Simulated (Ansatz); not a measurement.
Consider Si3N2.

Input file:

```
crystal:
  lattice:
    - [2.886130925, 0.0, 0.0]
    - [-1.4430654625, 2.4994626997, 0.0]
    - [0.0, 0.0, 19.7756684064]
  atoms:
    - { symbol: Si, position: [0.0, 0.0, 0.9392946611] }
    - { symbol: Si, position: [0.0, 0.0, 0.0607053389] }
    - { symbol: Si, position: [0.3333333333, 0.6666666667, 0.6738066424] }
    - { symbol: Si, position: [0.6666666667, 0.3333333333, 0.3261933576] }
    - { symbol: Si, position: [0.3333333333, 0.6666666667, 0.5509601472] }
    - { symbol: Si, position: [0.6666666667, 0.3333333333, 0.4490398528] }
    - { symbol: "N", position: [0.6666666667, 0.3333333333, 0.9107792516] }
    - { symbol: "N", position: [0.3333333333, 0.6666666667, 0.0892207484] }
    - { symbol: "N", position: [0.0, 0.0, 0.7025399038] }
    - { symbol: "N", position: [0.0, 0.0, 0.2974600962] }
basis:
  ecutwfc: 420
kpoints:
  mp_grid: { grid: [12, 12, 2] }
  band_path:
    path:
      - [[0.0, 0.0, 0.0], [0.5, 0.0, 0.0], [0.33333333, 0.33333333, 0.0], [0.0, 0.0, 0.0], [0.0, 0.0, 0.5], [0.5, 0.0, 0.5], [0.33333333, 0.33333333, 0.5], [0.0, 0.0, 0.5]]
      - [[0.5, 0.0, 0.5], [0.5, 0.0, 0.0]]
      - [[0.33333333, 0.33333333, 0.5], [0.33333333, 0.33333333, 0.0]]
    npoints: 14
hamiltonian:
  xc: pbe
scf:
  occupations: { method: gaussian, width: 0.1 }
  n_extra_bands: 25
output:
  forces: true
  stress: true
  eigenvalues: true
  populations: true
  dos: { projected: true, de: 0.02, nscf_kmesh: { grid: [15, 15, 3] } }
  bader: true
  write_density: true
  write_potential: true
  elf: true
  volumetric_format: npy
```

Command:

```sh
ansatz run input.yaml --threads 1 --pin off --max-ram 2560MiB --backend cpu --events-out ev --progress --plain --runs-dir out
```

Below, planes, directions and counts refer to the conventional cell (a = 2.89 Å, b = 2.89 Å, c = 19.78 Å, α = 90.00°, β = 90.00°, γ = 120.00°).

Space group P-3m1; a generated structure, not necessarily the stable one.

The calculation used DFT PBE, scalar-relativistic, plane waves, PAW in Ansatz 0.2.0.

Predict the valence pseudo-density and electron localisation function between the atoms.

Si–N (1.76 Å): ρ at the midpoint is about 1 e/Å³; the ELF peaks at about 0.90 between the atoms.
Si–Si (2.40 Å): ρ is about 0.63 e/Å³ halfway; the ELF peaks at about 1 between the atoms.
Bader's partition of the density gives Si −0.06 to +2.34 and N −2.29 e.

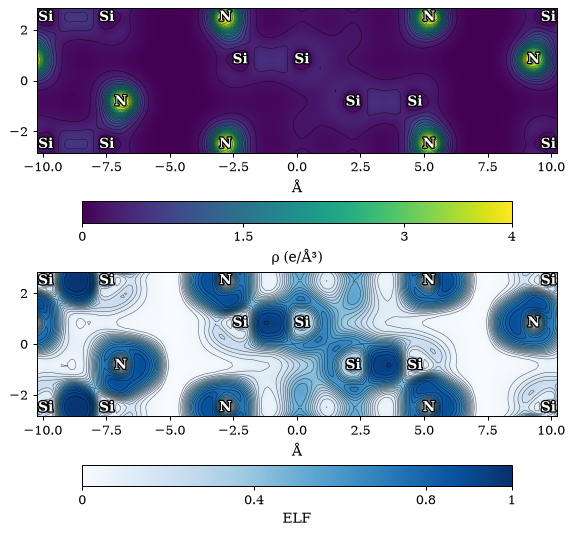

Computed valence pseudo-density and electron localisation function on the (110) plane of the conventional cell, in this order. 
